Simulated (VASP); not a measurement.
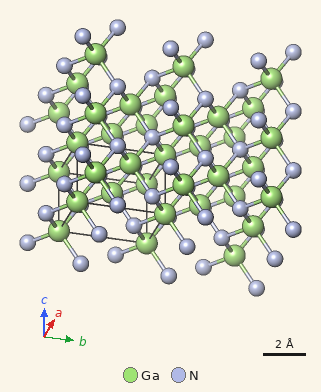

Starting structure of a crystal of GaN (a generated structure, set up in Imm2). Style: ball-and-stick. Shown: the cell of the calculation, repeated 2 × 2 × 2 with one cell outlined, from a free direction.

The run lets cell and atoms move.

Method: Kohn-Sham DFT of a periodic cell, LDA, VASP PAW LDA potentials, recommended (VASP).

Input file:
```
SYSTEM = GaN
PREC = Accurate ; ENCUT = 600
EDIFF = 1E-6 ; ISMEAR = 0
SIGMA = 0.02 ; LREAL = .False.
LASPH = .True. ; NELM = 80
ALGO = Normal ; ISIF = 3
LWAVE = .False. ; LCHARG = .False.
IBRION = 2 ; NSW = 60
EDIFFG = -0.02 ; LATTICE_CONSTRAINTS = .FALSE. .FALSE. .TRUE.
```

Launched with:
```bash
cat potpaw_LDA.64/Ga_d/POTCAR potpaw_LDA.64/N/POTCAR > POTCAR
mpirun -np 1 vasp_std > vasp.out
```

The structure:
```
CELL_PARAMETERS angstrom
3.13778 0.00000 0.00000
0.00000 4.43749 0.00000
0.00000 0.00000 3.24693
ATOMIC_POSITIONS crystal
Ga 0.00000 0.00000 0.00000
Ga 0.50000 0.50000 0.50000
N 0.00000 0.25000 0.50000
N 0.50000 0.75000 0.00000
```

**Predict the outcome.**

No atom moves by more than 0.005 Å relative to the cell. The volume changes by −2.4 %, with a unchanged at 3.138 Å, b unchanged at 4.437 Å, c 3.247 → 3.168 Å (−2.4 %). Among the contacts that change: Ga–N 1.966 → 1.929 Å, Ga–N 1.921 → 1.926 Å. The space group stays Imm2 (No. 44). The energy falls by 39.7 meV per cell of the calculation in 3 geometry steps. Largest force component: 0.28 eV/Å at the start, 0.011 eV/Å at the end. The pressure goes from −3.11 to 1.66 GPa. It ran on 1 thread of Intel(R) Xeon(R) Platinum 8488C (Sapphire Rapids) (shared host).

The end point in the same view:

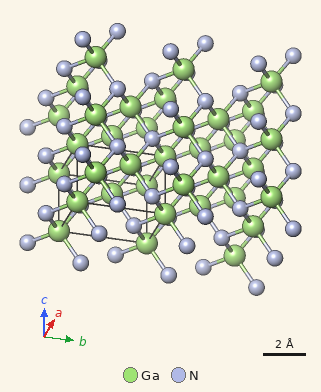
